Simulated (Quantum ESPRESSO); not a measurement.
# Run report: Bi, geometry relaxation

The run: geometry relaxation of Bi (P-1, 2 atoms in the cell). Method and program: Kohn-Sham DFT of a periodic cell, BP86 with D3(BJ) two-body, GBRV 1.5 PBE, no spin polarisation (Quantum ESPRESSO 7.5).

The structure derives from an entry of the Crystallography Open Database.

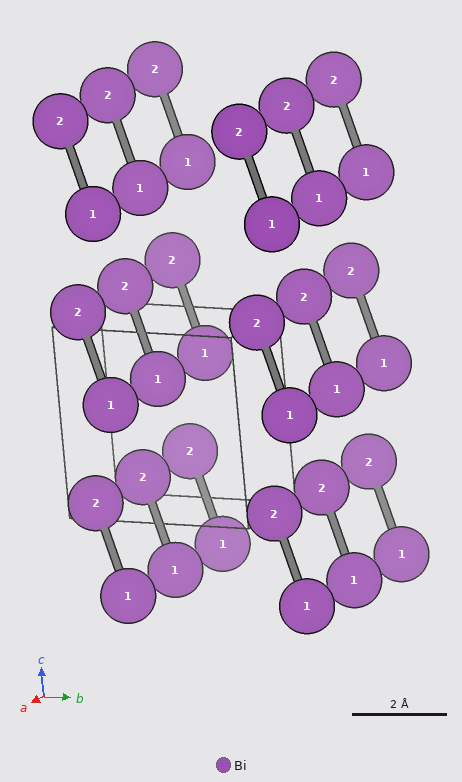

The input geometry (ball-and-stick view of the cell of the calculation, set on other vectors, repeated 2 × 2 × 2, seen slightly off an axis; atoms are numbered from 1 in the order of the input). An atom can appear more than once, as a periodic image. Near neighbours in the periodic cell (some may lie outside the picture): Bi has 1 Bi at 2.18 Å.

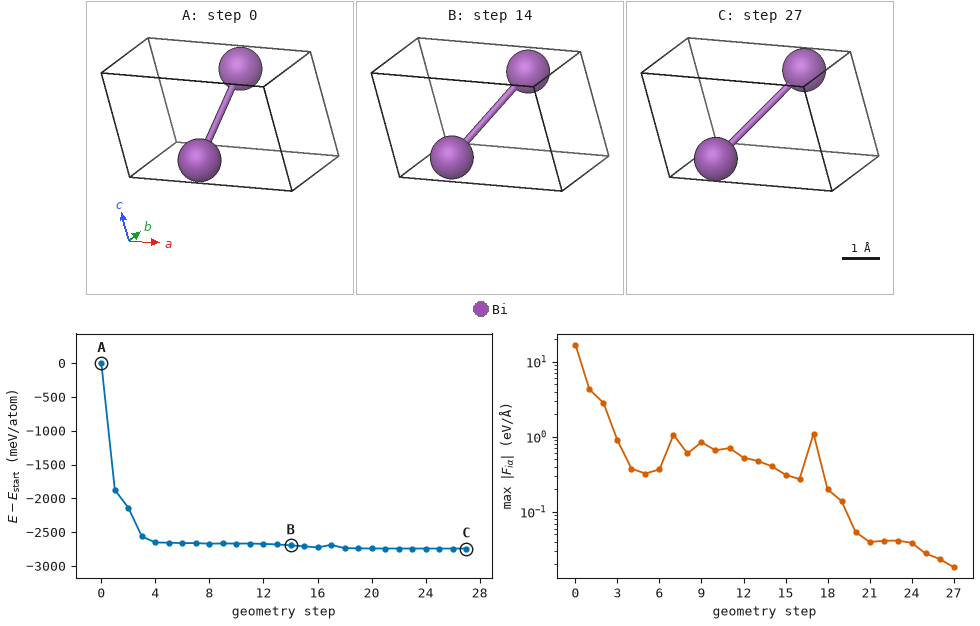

Frames of the relaxation (ball-and-stick view of the cell of the calculation, seen at an oblique angle) above the curves, on which the letters mark them (steps are counted from 0).

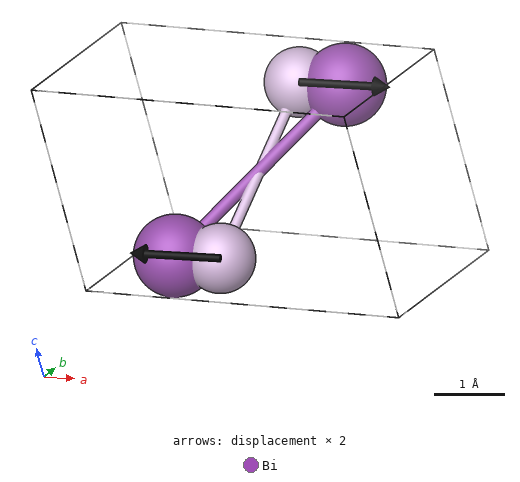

Start (faint) and end (solid) with the displacements as black arrows, magnified 2 times (ball-and-stick view of the cell of the calculation, seen at an oblique angle). The largest moves, 0.69 Å, are those of Bi1 and Bi2. The lattice vectors keep their values. Among the contacts that change: Bi1–Bi2 4.223 → 3.161 Å. New bonds form: Bi1–Bi2 (4.06 → 3.06 Å), Bi1–Bi2 (4.22 → 3.16 Å). Among the angles that change: Bi2–Bi1–Bi2 135.1° → 92.2°, Bi1–Bi1–Bi2 62.3° → 69.8°, Bi1–Bi1–Bi2 117.7° → 110.2°. The space group stays P-1 (No. 2). The energy falls by 2742 meV per atom in 27 geometry steps. The largest force component goes from 17 to 0.018 eV/Å. (Atoms are counted from 1 in the order of the input.)

These pictures come from the run below.

The input:
```python
import numpy as np
from ase.calculators.espresso import Espresso, EspressoProfile
from ase.io import read

atoms = read('POSCAR')

input_data = {
    'control': {'calculation': 'scf', 'prefix': 'pwscf', 'outdir': './tmp', 'tprnfor': True, 'tstress': True, 'disk_io': 'low'},
    'system': {'ecutwfc': 45.0, 'ecutrho': 360.0, 'nbnd': 22, 'input_dft': 'bp', 'occupations': 'smearing', 'smearing': 'mv', 'degauss': 0.00734986, 'vdw_corr': 'grimme-d3', 'dftd3_version': 4, 'dftd3_threebody': False},
    'electrons': {'conv_thr': 4e-10, 'electron_maxstep': 120, 'mixing_beta': 0.5},
}
pseudopotentials = {'Bi': 'bi_pbe_v1.uspp.F.UPF'}
profile = EspressoProfile(command='pw.x', pseudo_dir='pseudo')
dft = Espresso(profile=profile, input_data=input_data, pseudopotentials=pseudopotentials, kpts=(3, 3, 5), koffset=(0, 0, 0))
atoms.calc = dft

from ase.optimize import LBFGS
done = LBFGS(atoms, trajectory='opt.traj').run(fmax=0.02, steps=30)
print('converged', done)
print(f'energy {atoms.get_potential_energy():.8f} eV')
print('forces (eV/A)')
print(np.round(atoms.get_forces(), 6))
print('stress (eV/A^3, Voigt)')
print(np.round(atoms.get_stress(), 8))
print(f'Fermi level {dft.get_fermi_level():.4f} eV')
```

File POSCAR:
```
Bi
1.0
    3.3877149200     -3.0303949100      0.0556109700
    3.3898471700      3.0327231700     -0.0019158400
   -1.1442031600     -0.0295181300      3.0605892200
Bi
2
Direct
    0.3926656000      0.2174774300      0.1420387700
    0.6073344000      0.7825225700      0.8579612300
```

Command:
```bash
OMP_NUM_THREADS=1 python run.py
```

The program's output:
```
Step          Energy          fmax
LBFGS:    0    -5047.285317       18.204510
LBFGS:    1    -5051.031710        4.421187
LBFGS:    2    -5051.564958        3.148833
LBFGS:    3    -5052.411156        1.373279
LBFGS:    4    -5052.588410        0.457131
LBFGS:    5    -5052.596005        0.424811
LBFGS:    6    -5052.606413        0.488886
LBFGS:    7    -5052.607783        1.128104
LBFGS:    8    -5052.624552        0.771076
LBFGS:    9    -5052.617565        0.928433
LBFGS:   10    -5052.621700        0.803866
LBFGS:   11    -5052.619441        0.832199
LBFGS:   12    -5052.631144        0.721087
LBFGS:   13    -5052.645080        0.612894
LBFGS:   14    -5052.673972        0.426104
LBFGS:   15    -5052.700807        0.323139
LBFGS:   16    -5052.736109        0.325942
LBFGS:   17    -5052.658769        1.168110
LBFGS:   18    -5052.754922        0.219592
LBFGS:   19    -5052.762334        0.150759
LBFGS:   20    -5052.766968        0.080605
LBFGS:   21    -5052.767596        0.054139
LBFGS:   22    -5052.767752        0.047525
LBFGS:   23    -5052.767913        0.042789
LBFGS:   24    -5052.768104        0.039441
LBFGS:   25    -5052.768408        0.034242
LBFGS:   26    -5052.768644        0.028409
LBFGS:   27    -5052.768802        0.018794
converged True
energy -5052.76880221 eV
forces (eV/A)
[[-0.001106 -0.018376  0.003783]
 [ 0.001106  0.018376 -0.003783]]
stress (eV/A^3, Voigt)
[ 0.02110753  0.00404724 -0.00258278 -0.00030299  0.0196146  -0.00115045]
Fermi level 11.4856 eV
```

Trajectory as extended XYZ (Å, eV, eV/Å), 28 frames, from step=0 to step=27:
```
2
Lattice="3.3877 -3.0304 0.0556 3.3898 3.0327 -0.0019 -1.1442 -0.0295 3.0606" Properties=species:S:1:pos:R:3:forces:R:3 step=0 energy=-5047.28532
Bi    1.9049   -0.5346    0.4561    2.2669  16.9446   6.2566
Bi    3.7284    0.5074    2.6581   -2.2669 -16.9446  -6.2566
2
Lattice="3.3877 -3.0304 0.0556 3.3898 3.0327 -0.0019 -1.1442 -0.0295 3.0606" Properties=species:S:1:pos:R:3:forces:R:3 step=1 energy=-5051.03171
Bi    1.9298   -0.3484    0.5249   -1.1103   4.2795  -0.0131
Bi    3.7035    0.3212    2.5894    1.1103  -4.2795   0.0131
2
Lattice="3.3877 -3.0304 0.0556 3.3898 3.0327 -0.0019 -1.1442 -0.0295 3.0606" Properties=species:S:1:pos:R:3:forces:R:3 step=2 energy=-5051.56496
Bi    1.9085   -0.2803    0.5212   -1.2497   2.8384  -0.5450
Bi    3.7249    0.2531    2.5931    1.2497  -2.8384   0.5450
2
Lattice="3.3877 -3.0304 0.0556 3.3898 3.0327 -0.0019 -1.1442 -0.0295 3.0606" Properties=species:S:1:pos:R:3:forces:R:3 step=3 energy=-5052.41116
Bi    1.8327   -0.1069    0.4891   -0.8223   0.8991  -0.6334
Bi    3.8007    0.0797    2.6252    0.8223  -0.8991   0.6334
2
Lattice="3.3877 -3.0304 0.0556 3.3898 3.0327 -0.0019 -1.1442 -0.0295 3.0606" Properties=species:S:1:pos:R:3:forces:R:3 step=4 energy=-5052.58841
Bi    1.7761    0.0050    0.4598   -0.3759  -0.0502  -0.2553
Bi    3.8572   -0.0322    2.6544    0.3759   0.0502   0.2553
2
Lattice="3.3877 -3.0304 0.0556 3.3898 3.0327 -0.0019 -1.1442 -0.0295 3.0606" Properties=species:S:1:pos:R:3:forces:R:3 step=5 energy=-5052.59601
Bi    1.7634    0.0207    0.4532   -0.3247  -0.1884  -0.1988
Bi    3.8700   -0.0479    2.6611    0.3247   0.1884   0.1988
2
Lattice="3.3877 -3.0304 0.0556 3.3898 3.0327 -0.0019 -1.1442 -0.0295 3.0606" Properties=species:S:1:pos:R:3:forces:R:3 step=6 energy=-5052.60641
Bi    1.7474    0.0295    0.4451   -0.3683  -0.2570  -0.1933
Bi    3.8859   -0.0567    2.6692    0.3683   0.2570   0.1933
2
Lattice="3.3877 -3.0304 0.0556 3.3898 3.0327 -0.0019 -1.1442 -0.0295 3.0606" Properties=species:S:1:pos:R:3:forces:R:3 step=7 energy=-5052.60778
Bi    1.5913    0.1249    0.3644   -0.3605  -1.0636   0.1067
Bi    4.0421   -0.1521    2.7499    0.3605   1.0636  -0.1067
2
Lattice="3.3877 -3.0304 0.0556 3.3898 3.0327 -0.0019 -1.1442 -0.0295 3.0606" Properties=species:S:1:pos:R:3:forces:R:3 step=8 energy=-5052.62455
Bi    1.6855    0.0761    0.4102   -0.4802  -0.6010  -0.0527
Bi    3.9479   -0.1033    2.7041    0.4802   0.6010   0.0527
2
Lattice="3.3877 -3.0304 0.0556 3.3898 3.0327 -0.0019 -1.1442 -0.0295 3.0606" Properties=species:S:1:pos:R:3:forces:R:3 step=9 energy=-5052.61756
Bi    1.6516    0.1007    0.3921   -0.3769  -0.8473   0.0448
Bi    3.9818   -0.1279    2.7221    0.3769   0.8473  -0.0448
2
Lattice="3.3877 -3.0304 0.0556 3.3898 3.0327 -0.0019 -1.1442 -0.0295 3.0606" Properties=species:S:1:pos:R:3:forces:R:3 step=10 energy=-5052.62170
Bi    1.6802    0.0825    0.4068   -0.4557  -0.6615  -0.0315
Bi    3.9532   -0.1097    2.7075    0.4557   0.6615   0.0315
2
Lattice="3.3877 -3.0304 0.0556 3.3898 3.0327 -0.0019 -1.1442 -0.0295 3.0606" Properties=species:S:1:pos:R:3:forces:R:3 step=11 energy=-5052.61944
Bi    1.6754    0.0874    0.4039   -0.4353  -0.7092  -0.0141
Bi    3.9580   -0.1146    2.7104    0.4353   0.7092   0.0141
2
Lattice="3.3877 -3.0304 0.0556 3.3898 3.0327 -0.0019 -1.1442 -0.0295 3.0606" Properties=species:S:1:pos:R:3:forces:R:3 step=12 energy=-5052.63114
Bi    1.6875    0.0682    0.4130   -0.4862  -0.5285  -0.0652
Bi    3.9458   -0.0954    2.7013    0.4862   0.5285   0.0652
2
Lattice="3.3877 -3.0304 0.0556 3.3898 3.0327 -0.0019 -1.1442 -0.0295 3.0606" Properties=species:S:1:pos:R:3:forces:R:3 step=13 energy=-5052.64508
Bi    1.6891    0.0501    0.4183   -0.4792  -0.3721  -0.0871
Bi    3.9442   -0.0773    2.6959    0.4792   0.3721   0.0871
2
Lattice="3.3877 -3.0304 0.0556 3.3898 3.0327 -0.0019 -1.1442 -0.0295 3.0606" Properties=species:S:1:pos:R:3:forces:R:3 step=14 energy=-5052.67397
Bi    1.6735    0.0161    0.4224   -0.4065  -0.0955  -0.0846
Bi    3.9599   -0.0433    2.6919    0.4065   0.0955   0.0846
2
Lattice="3.3877 -3.0304 0.0556 3.3898 3.0327 -0.0019 -1.1442 -0.0295 3.0606" Properties=species:S:1:pos:R:3:forces:R:3 step=15 energy=-5052.70081
Bi    1.6363   -0.0076    0.4175   -0.3128   0.0782  -0.0221
Bi    3.9970   -0.0196    2.6968    0.3128  -0.0782   0.0221
2
Lattice="3.3877 -3.0304 0.0556 3.3898 3.0327 -0.0019 -1.1442 -0.0295 3.0606" Properties=species:S:1:pos:R:3:forces:R:3 step=16 energy=-5052.73611
Bi    1.5683   -0.0224    0.4030   -0.2732   0.1774   0.0116
Bi    4.0650   -0.0047    2.7113    0.2732  -0.1774  -0.0116
2
Lattice="3.3877 -3.0304 0.0556 3.3898 3.0327 -0.0019 -1.1442 -0.0295 3.0606" Properties=species:S:1:pos:R:3:forces:R:3 step=17 energy=-5052.65877
Bi    1.3745   -0.0386    0.3565    1.1026   0.2515   0.2923
Bi    4.2589    0.0114    2.7578   -1.1026  -0.2515  -0.2923
2
Lattice="3.3877 -3.0304 0.0556 3.3898 3.0327 -0.0019 -1.1442 -0.0295 3.0606" Properties=species:S:1:pos:R:3:forces:R:3 step=18 energy=-5052.75492
Bi    1.5339   -0.0129    0.3925   -0.2002   0.0869   0.0241
Bi    4.0994   -0.0143    2.7218    0.2002  -0.0869  -0.0241
2
Lattice="3.3877 -3.0304 0.0556 3.3898 3.0327 -0.0019 -1.1442 -0.0295 3.0606" Properties=species:S:1:pos:R:3:forces:R:3 step=19 energy=-5052.76233
Bi    1.5126   -0.0096    0.3869   -0.1394   0.0482   0.0311
Bi    4.1208   -0.0176    2.7274    0.1394  -0.0482  -0.0311
2
Lattice="3.3877 -3.0304 0.0556 3.3898 3.0327 -0.0019 -1.1442 -0.0295 3.0606" Properties=species:S:1:pos:R:3:forces:R:3 step=20 energy=-5052.76697
Bi    1.4673   -0.0060    0.3767    0.0522   0.0295   0.0539
Bi    4.1661   -0.0212    2.7376   -0.0522  -0.0295  -0.0539
2
Lattice="3.3877 -3.0304 0.0556 3.3898 3.0327 -0.0019 -1.1442 -0.0295 3.0606" Properties=species:S:1:pos:R:3:forces:R:3 step=21 energy=-5052.76760
Bi    1.4816   -0.0053    0.3803   -0.0284   0.0234   0.0397
Bi    4.1518   -0.0219    2.7340    0.0284  -0.0234  -0.0397
2
Lattice="3.3877 -3.0304 0.0556 3.3898 3.0327 -0.0019 -1.1442 -0.0295 3.0606" Properties=species:S:1:pos:R:3:forces:R:3 step=22 energy=-5052.76775
Bi    1.4785   -0.0043    0.3800   -0.0138   0.0195   0.0411
Bi    4.1549   -0.0229    2.7343    0.0138  -0.0195  -0.0411
2
Lattice="3.3877 -3.0304 0.0556 3.3898 3.0327 -0.0019 -1.1442 -0.0295 3.0606" Properties=species:S:1:pos:R:3:forces:R:3 step=23 energy=-5052.76791
Bi    1.4755   -0.0022    0.3806    0.0010   0.0103   0.0415
Bi    4.1578   -0.0250    2.7337   -0.0010  -0.0103  -0.0415
2
Lattice="3.3877 -3.0304 0.0556 3.3898 3.0327 -0.0019 -1.1442 -0.0295 3.0606" Properties=species:S:1:pos:R:3:forces:R:3 step=24 energy=-5052.76810
Bi    1.4740    0.0003    0.3827    0.0074  -0.0010   0.0387
Bi    4.1593   -0.0275    2.7316   -0.0074   0.0010  -0.0387
2
Lattice="3.3877 -3.0304 0.0556 3.3898 3.0327 -0.0019 -1.1442 -0.0295 3.0606" Properties=species:S:1:pos:R:3:forces:R:3 step=25 energy=-5052.76841
Bi    1.4730    0.0042    0.3888    0.0081  -0.0181   0.0279
Bi    4.1603   -0.0314    2.7255   -0.0081   0.0181  -0.0279
2
Lattice="3.3877 -3.0304 0.0556 3.3898 3.0327 -0.0019 -1.1442 -0.0295 3.0606" Properties=species:S:1:pos:R:3:forces:R:3 step=26 energy=-5052.76864
Bi    1.4732    0.0055    0.3952    0.0037  -0.0236   0.0154
Bi    4.1601   -0.0327    2.7191   -0.0037   0.0236  -0.0154
2
Lattice="3.3877 -3.0304 0.0556 3.3898 3.0327 -0.0019 -1.1442 -0.0295 3.0606" Properties=species:S:1:pos:R:3:forces:R:3 step=27 energy=-5052.76880
Bi    1.4739    0.0040    0.4012   -0.0011  -0.0184   0.0038
Bi    4.1594   -0.0312    2.7131    0.0011   0.0184  -0.0038
```

Results in brief:

- outcome: converged
- space group (tolerance 0.01 Å): P-1 (2)
- electrons treated: 30
- free energy: −5052.7692 eV
- Fermi energy: 11.486 eV
- gap on the k-point mesh: none (metallic)
- pressure: −1.21 GPa
- final volume: 63.07 Å³
- largest force (length of the vector) at the end: 0.019 eV/Å
- final cell: a = 4.546 Å, b = 4.548 Å, c = 3.268 Å, α = 105.51°, β = 104.09°, γ = 83.63°
- hardware: 1 thread of Intel Xeon (Sapphire Rapids), 16 GiB of memory available, shared host
- wall time: 8.1 min
- peak memory: 0.23 GiB

Notes:

Further notes kept with the run: potentials made for another functional; negative rho. Points of doubt noted for this run: coarse mesh; potentials made for another functional. Spin–orbit coupling is left out, which matters for Bi.
